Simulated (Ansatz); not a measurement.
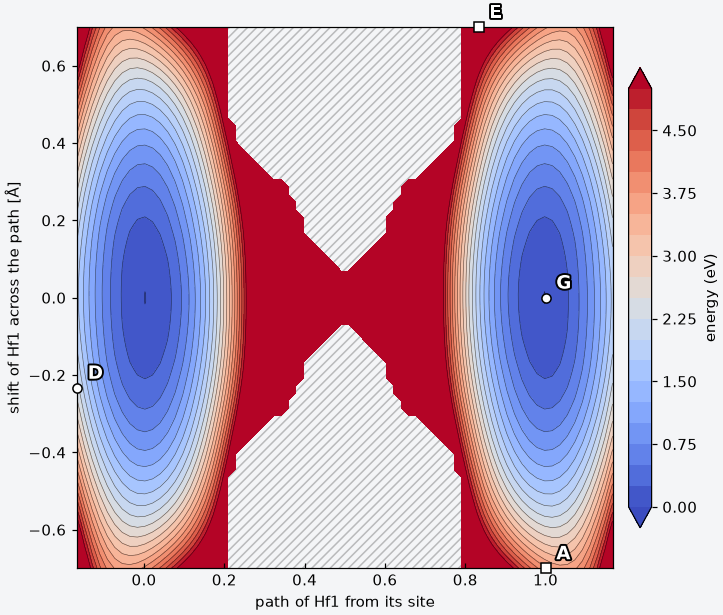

HfS₂ (P-3m1 phase) with one Hf vacancy (11 atoms in the cell, cell charge −4). An atom moved over a plane that holds its own site and a neighbouring vacancy (x along [−1 −1 −2], y along [1 −3 2], z along [−1 0 0] of the conventional cell). First axis: path of Hf1 from its site (0) to the vacancy (1), 3.557 Å. Second axis: shift of Hf1 across the path, along the Cartesian direction [2 1 0]. Nothing is relaxed (all other atoms held at the sites of the perfect crystal). The scan uses a 9 × 7 grid; 15 points were computed and 34 follow by symmetry. At 14 points there is no value (left out of the scan, as a rule where atoms come close). Points are written as (first, second). Energies are in eV per cell, from the lowest grid point. The band gap closes in part of the range. The cell is charged on a uniform background, without a charge correction. These are results of Ansatz 0.2.0, DFT LDA, scalar-relativistic, plane waves, PAW, not measurements. Settings: cutoff 420 eV, k-mesh 4×4×4, gaussian smearing 0.05 eV, no spin polarisation.

Drawn: filled contours, one colour for all values above the top of the scale, hatched blanks where no value was computed, lettered points. Between grid points the surface is interpolated.

Is D the lowest point of the computed grid?

Answer. No. D lies 2.4 eV above the lowest grid point, which is at (0.000, 0.000 Å) [nearest 6 S at 2.51 Å].

Rank the lettered points by energy, lowest first.

Answer. G (0.0 eV), D (2.4 eV), A (3.8 eV), E (6.6 eV).
